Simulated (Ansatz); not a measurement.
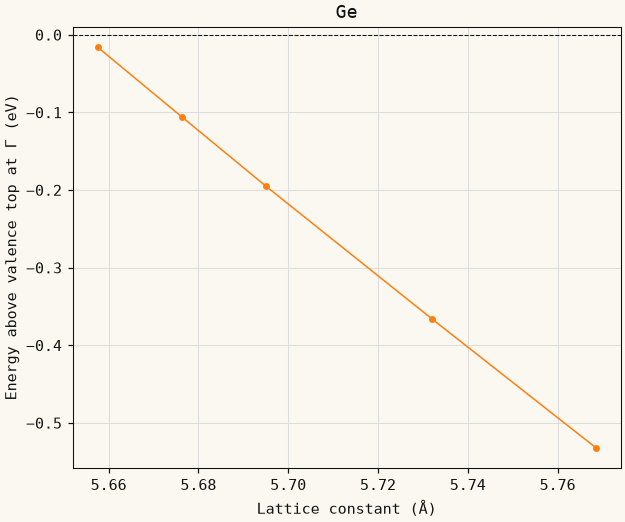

Lowest conduction level at Γ, counted from the valence-band top at Γ. A negative value at Γ means that the s-like level, then filled, lies under the p-like triplet: the bands are inverted and there is no gap.

System: diamond-type Ge, space group Fd-3m (No. 227), 2 atoms in the primitive cell. The cell is scaled uniformly. Ansatz 0.2.0; PBEsol, Ansatz PAW set, no spin polarisation, no spin-orbit coupling, 11×11×11 k mesh, 420 eV cutoff, Fermi-Dirac smearing of 0.05 eV.

> How does this level move from a = 5.658 Å to a = 5.769 Å?

Γ falls by 0.51 eV.

> What is the deformation potential dE/d ln V?

A straight line against ln V has a slope of −8.8 eV at Γ.

The values:
```csv
cell,Γ (eV),pressure (GPa)
a = 5.658 Å,−0.02,0.7
a = 5.676 Å,−0.11,0.0
a = 5.695 Å,−0.20,−0.7
a = 5.732 Å,−0.37,−1.8
a = 5.769 Å,−0.53,−2.9
```

The PAW data sets were made with another functional. Spin-orbit coupling is left out, which matters for Ge. Measured Ge has an indirect gap, with the conduction bottom at L. Measured Ge has a positive gap at its own volume; this functional understates it. A mesh with an odd division misses points of the zone boundary, where a smaller gap can lie.
